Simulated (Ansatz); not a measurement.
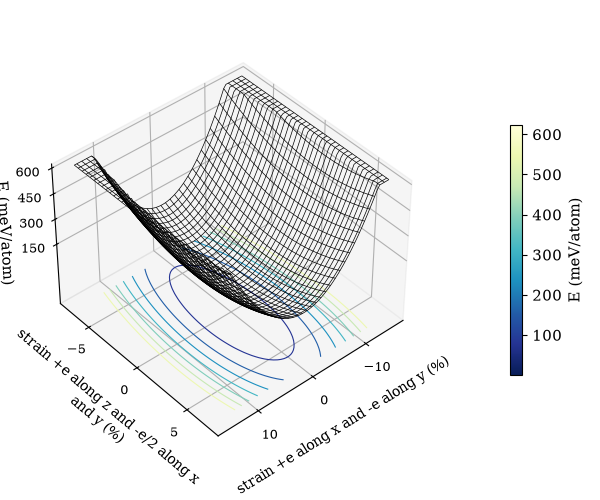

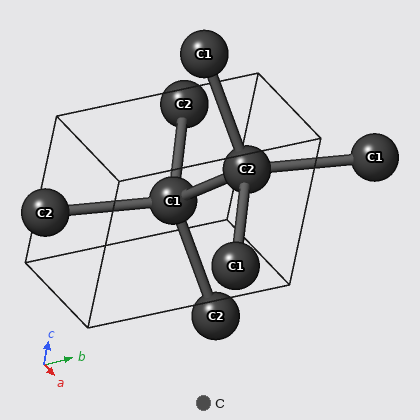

Energy landscape of C (Fd-3m, No. 227; 2 atoms in the cell). The energy is mapped over two homogeneous strains (x, y and z along the cube axes). First axis: strain +e along x and -e along y. Second axis: strain +e along z and -e/2 along x and y. Nothing is relaxed (symmetry fixes all fractional coordinates). Grid: 9 × 9 points; 45 points were computed and 36 follow by symmetry. Points are written as (first, second). Energies are in meV/atom, from the lowest grid point. The band gap closes in part of the range. Computed with DFT PBE, scalar-relativistic, plane waves, PAW in Ansatz 0.2.0. Settings: cutoff 520 eV, k-mesh 12×12×12, gaussian smearing 0.05 eV, no spin polarisation.

Drawn: a relief with its contours projected below, any walls above the top of the colour scale cut off. Between grid points the surface is interpolated. The second picture is the structure at the lowest point

> Where are the wells?

The lowest grid point is at (0.00 %, 0.00 %). It is the only kind of minimum in the scanned range. The highest grid point, (−15.00 %, −7.00 %), lies 927 meV/atom above the lowest. Round the minimum the two coordinates are nearly uncoupled.

The input of one point:

```yaml
crystal:
  lattice:
    - [0.0, 1.7858429925, 1.7858429925]
    - [1.7858429925, 0.0, 1.7858429925]
    - [1.7858429925, 1.7858429925, 0.0]
  atoms:
    - { symbol: C, position: [0.5, 0.5, 0.5] }
    - { symbol: C, position: [0.75, 0.75, 0.75] }
basis:
  ecutwfc: 520.0
kpoints:
  mp_grid: { grid: [12, 12, 12] }
hamiltonian:
  xc: pbe
  pseudopotentials: { kind: paw, azcp: { folder: soft_1 } }
scf:
  occupations: { method: gaussian, width: 0.05 }
output:
  forces: true
  stress: true
  eigenvalues: true
```

Each point was launched as `ansatz run input.yaml --threads 1 --pin off --max-ram 2048MiB --backend cpu --events-out ev --progress --plain --runs-dir out`. Time for the 45 points that were run: 110 s on 1 thread of Arm Neoverse V1, with other jobs on the host.
